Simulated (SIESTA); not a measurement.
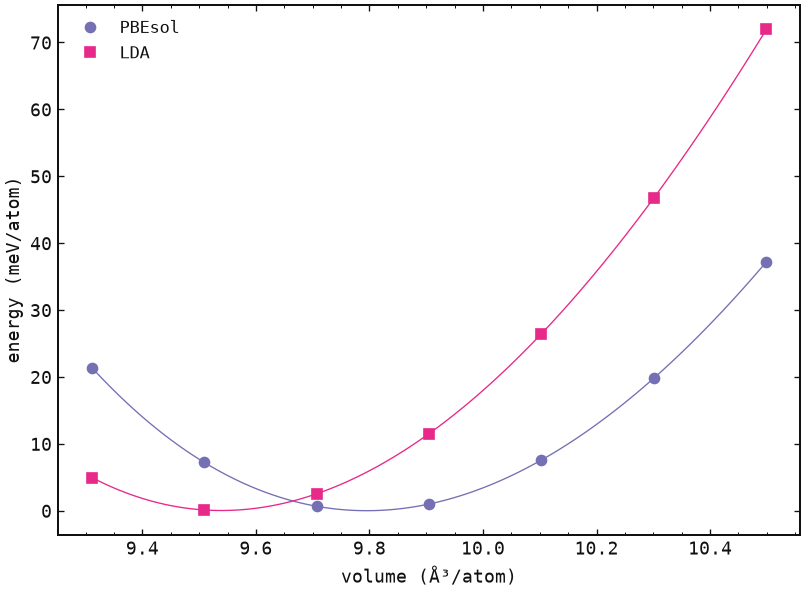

The picture above shows the energy against volume, with one curve for each functional, for HfB₂ (space group P6/mmm).

Calculation (SIESTA 5.4.2): DFT in numerical atomic orbitals with pseudopotentials, no spin polarisation; energies at scaled volumes of the given cell, shape and fractions fixed, counted from the fit's minimum, third-order Birch-Murnaghan fit. All runs: no spin polarisation.

| setting | value |
| --- | --- |
| k mesh | 10×10×8 |
| occupations | Fermi–Dirac |
| smearing width | 0.05 eV |
| potentials | PseudoDojo 0.4 standard, converted to PSML, two zetas on semicore shells |

Question: Order the curves by fitted equilibrium volume, smallest first.

Answer: LDA 9.539, PBEsol 9.795 Å³/atom.

Question: Order the curves by fitted bulk modulus, smallest first.

Answer: PBEsol 263.8, LDA 278.9 GPa.

Limits of the calculation: mulliken charges of long orbitals; short basis over semicore shells; shape and atomic fractions are frozen while scaling, which makes layered, chain and framework solids too stiff.
